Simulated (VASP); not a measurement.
# CdGeAs2: 7 runs along one coordinate

System: CdGeAs2 (8 atoms in the cell).
Method: Kohn-Sham DFT of a periodic cell, PBEsol, VASP PAW PBE potentials, recommended, no spin polarisation (VASP 6.6.1).

The 7 runs differ only in the geometry, by an even scaling of the cell at fixed fractional positions. The structure derives from a Materials Project entry.

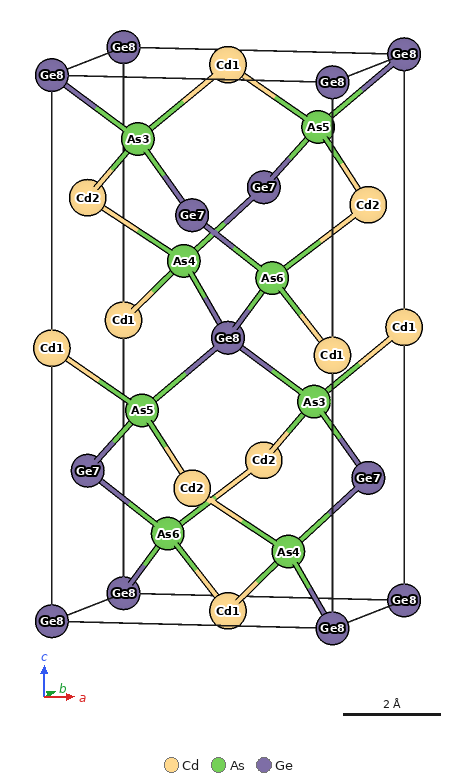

Figure 1. The structure of run 4 (ball-and-stick view of the cell 2 times as large as that of the calculation, set on its symmetry axes, seen at an oblique angle; atoms are numbered from 1 in the order of the input).

## INCAR of run 4
```
ALGO     = Normal         # electronic algorithm
EDIFF    = 1E-7           # SCF threshold, eV
ENCUT    = 520            # plane-wave cutoff, eV
GGA      = PS             # functional
ISIF     = 2              # what is computed and relaxed
ISMEAR   = -1             # smearing method
KPAR     = 2            
LASPH    = T              # aspherical terms in the spheres
LCHARG   = F              # write CHGCAR
LREAL    = F              # projectors in reciprocal space
LWAVE    = F              # write WAVECAR
NBANDS   = 46             # bands
NELM     = 80             # most SCF steps
PREC     = Accurate       # precision mode
SIGMA    = 0.05           # smearing width, eV
```

## KPOINTS of run 4
```
k-points
0
Gamma
  6 6 6
```

## POSCAR of run 4
```
CdGeAs2
1.0
   -2.9888745628      2.9888745628      5.6642966801
    2.9888745628     -2.9888745628      5.6642966801
    2.9888745628      2.9888745628     -5.6642966801
Cd As Ge
2 4 2
Direct
    0.5000000000      0.5000000000      0.0000000000
    0.2500000000      0.7500000000      0.5000000000
    0.0962175700      0.1250000000      0.4712175700
    0.3750000000      0.9037824300      0.0287824300
    0.6537824300      0.6250000000      0.5287824300
    0.8750000000      0.3462175700      0.9712175700
    0.7500000000      0.2500000000      0.5000000000
    0.0000000000      0.0000000000      0.0000000000
```

Command:
```bash
cat potpaw_PBE.64/Cd/POTCAR potpaw_PBE.64/As/POTCAR potpaw_PBE.64/Ge_d/POTCAR > POTCAR
mpirun -np 2 vasp_std > vasp.out
```

Run 2 differs from it as follows:
```diff
-   -2.9888745628      2.9888745628      5.6642966801
-    2.9888745628     -2.9888745628      5.6642966801
-    2.9888745628      2.9888745628     -5.6642966801
+   -2.9484794142      2.9484794142      5.5877427460
+    2.9484794142     -2.9484794142      5.5877427460
+    2.9484794142      2.9484794142     -5.5877427460
```

## Results, with one run withheld

| run | volume per atom (Å³) | free energy per atom, from the lowest run given (meV) | pressure (GPa) | gap on the mesh (eV) |
| --- | --- | --- | --- | --- |
| 1 | 23.783 | 14.07 | 3.67 | 0.00 |
| 2 | 24.289 | ? | ? | ? |
| 3 | 24.795 | 0.39 | 0.74 | 0.20 |
| 4 | 25.301 | 0.00 | −0.50 | 0.19 |
| 5 | 25.807 | 3.31 | −1.60 | 0.19 |
| 6 | 26.313 | 9.91 | −2.59 | 0.18 |
| 7 | 26.819 | 19.45 | −3.46 | 0.17 |

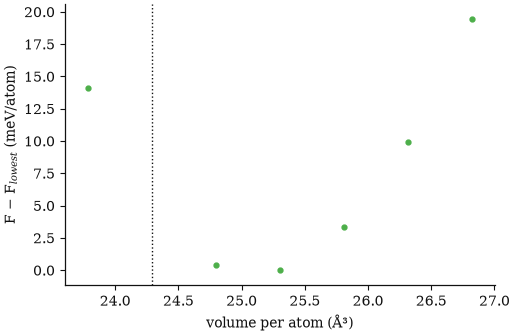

Figure 2. Free energy per atom of the runs given; the dotted line marks run 2.

Estimate the energy of run 2 from the others.

A cubic polynomial in V^(−2/3) (the Birch–Murnaghan form), fitted to the 6 runs given, misses them by under 0.01 meV per atom. With x = V^(−2/3) − 0.11562 Å⁻², it reads F = 0.5416 − 1630.4 x + 7.783e+05 x² + 2.1802e+06 x³ (meV per atom). At run 2 it gives 4.91 meV per atom, and the run itself gives 4.92. The slope of the fit gives a pressure −dF/dV of 2.14 GPa there, and the run prints 2.13 GPa. The fit has its minimum at 25.096 Å³ per atom, where V d²F/dV² gives 60.6 GPa. Cell shape and fractional positions are held, so this is the stiffness under even scaling; the relaxed bulk modulus wasn't computed. The gap on the mesh lies between 0.00 eV (run 1) and 0.20 eV (run 3); run 2 has 0.13 eV. These are gaps of this functional on this mesh, which can miss the band edges; they aren't the measured gap.

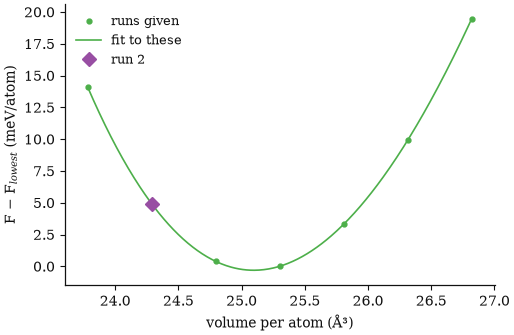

Figure 3. The fit and the withheld run.

## OSZICAR and lines of OUTCAR (run 2)
```
N       E                     dE             d eps       ncg     rms          rms(c)
DAV:   1     0.708862641255E+03    0.70886E+03   -0.32902E+04  3522   0.256E+03
DAV:   2     0.782910169869E+02   -0.63057E+03   -0.60603E+03  2768   0.818E+02
DAV:   3    -0.275544099239E+02   -0.10585E+03   -0.10392E+03  3074   0.180E+02
DAV:   4    -0.340081033457E+02   -0.64537E+01   -0.64259E+01  3350   0.508E+01
DAV:   5    -0.341394466607E+02   -0.13134E+00   -0.13128E+00  3136   0.750E+00    0.903E+00
DAV:   6    -0.331995945442E+02    0.93985E+00   -0.18517E+00  3254   0.117E+01    0.698E+00
DAV:   7    -0.330933369366E+02    0.10626E+00   -0.81856E-01  3348   0.377E+00    0.286E+00
DAV:   8    -0.330834072420E+02    0.99297E-02   -0.10325E-01  3110   0.257E+00    0.555E-01
DAV:   9    -0.330821650891E+02    0.12422E-02   -0.14846E-02  3222   0.121E+00    0.114E-01
DAV:  10    -0.330819375148E+02    0.22757E-03   -0.16080E-03  3052   0.337E-01    0.490E-02
DAV:  11    -0.330820395202E+02   -0.10201E-03   -0.71545E-04  3252   0.147E-01    0.354E-02
DAV:  12    -0.330820055452E+02    0.33975E-04   -0.17552E-04  3012   0.102E-01    0.163E-02
DAV:  13    -0.330820096416E+02   -0.40965E-05   -0.10275E-05  3116   0.218E-02    0.843E-03
DAV:  14    -0.330820074765E+02    0.21652E-05   -0.71463E-06  3016   0.210E-02    0.115E-03
DAV:  15    -0.330820074816E+02   -0.51914E-08   -0.13537E-06  2906   0.506E-03    0.125E-03
DAV:  16    -0.330820075119E+02   -0.30228E-07   -0.23567E-08  1752   0.144E-03
   1 F= -.33082008E+02 E0= -.33081459E+02  d E =-.109613E-02
[... from OUTCAR:]
  free energy    TOTEN  =       -33.08200751 eV
  energy without entropy =      -33.08091138  energy(sigma->0) =      -33.08145945
 E-fermi :   3.2293     XC(G=0):  -9.6899     alpha+bet : -8.4819
  free  energy   TOTEN  =       -33.0820075119 eV
  energy  without entropy=      -33.0809113849  energy(sigma->0) =      -33.08145945
```
